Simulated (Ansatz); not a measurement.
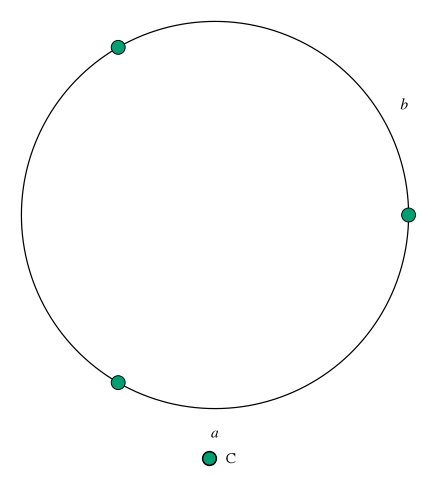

Crystal: C, coordinates from a relaxation with DFT PBE, scalar-relativistic, plane waves, PAW in Ansatz; the starting structure was generated, so it need not be a known form of this composition. Directions from one carbon atom at (1/3, 2/3, 1/2) to its bonded neighbours, in stereographic projection down c (filled: above the plane of the page or in it, open: below). Geometry calculated from the standardised cell; symmetry tolerance 0.002 Å.

Neighbours are counted up to 1.76 Å for C.

```
C
1.0
     2.46654    0.00000    0.00000
    -1.23327    2.13609    0.00000
     0.00000    0.00000   16.95064
C
8
Cartesian
  0.0000 1.4241 8.4753
  1.2333 0.7120 16.9506
  0.0000 1.4241 0.0000
  1.2333 0.7120 8.4754
  0.0000 0.0000 4.2377
  0.0000 0.0000 12.7130
  0.0000 1.4241 4.2377
  1.2333 0.7120 12.7130
```

How many neighbours are there, and at what angles?

3: 3 C at 1.42 Å. Angles between bonds: 120° (3×).

What is the site's symmetry in the crystal?

Point group 3m (C3v), order 6: one threefold axis, three mirror planes. In No. 194, P6_3/mmc this is Wyckoff position 4f.
